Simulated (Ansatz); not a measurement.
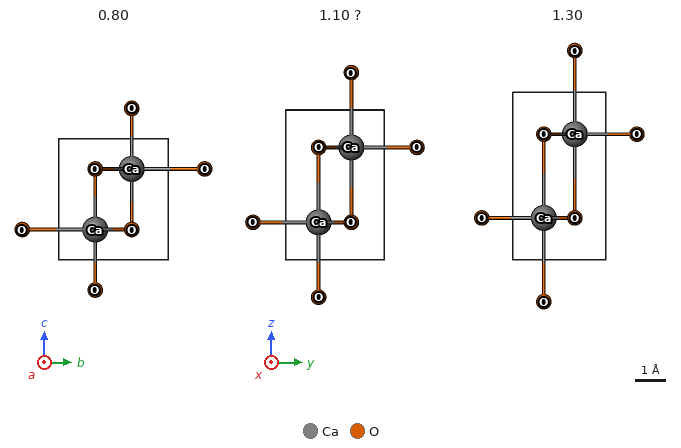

A scan of solid CaO (P6_3/mmc): the ratio of the cell's length along z to its lengths across, counted as 1 for the reference, is changed at fixed volume (a c/a path), with the atoms kept at their fractional coordinates. x, y and z are the Cartesian axes of the input. Style: ball-and-stick. Shown: the cell of the calculation, repeated 2 × 1 × 1 with one cell outlined, along the a axis.

Method: DFT LDA, scalar-relativistic, plane waves, PAW in Ansatz. Set-up: plane-wave cutoff 420 eV; k-point mesh 9 × 9 × 6; occupations gaussian; smearing width 0.05 eV; no spin polarisation. Energies (free energies at the smearing named) are counted from the cell as listed in its source, which wasn't relaxed.

| axial ratio over its reference value | E − E(ref) (meV/atom) |
| --- | --- |
| 0.80 | 289.1 |
| 0.85 | 131.5 |
| 0.92 | 27.0 |
| 0.96 | 4.8 |
| 1.00 | 0.0 |
| 1.05 | 11.3 |
| 1.10 | ? |
| 1.20 | 117.1 |
| 1.30 | 229.4 |

**Estimate the missing energy from the other rows, and compare with the calculation.**

A straight line between the two neighbours gives 46.6 meV/atom. A cubic through the four nearest rows (1.00, 1.05, 1.20, 1.30) gives, with Lagrange weights, (−0.3333)(0.0) + (1.0667)(11.3) + (0.3333)(117.1) + (−0.0667)(229.4) = 35.8 meV/atom. The calculation gives 36.6 meV/atom, so the cubic is 0.8 meV/atom too low and the straight line 10.0 meV/atom too high, as the curve bends upwards here.

The whole profile:

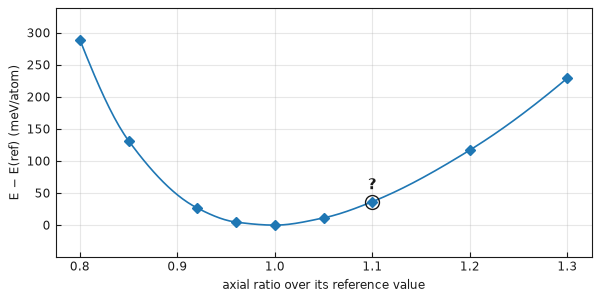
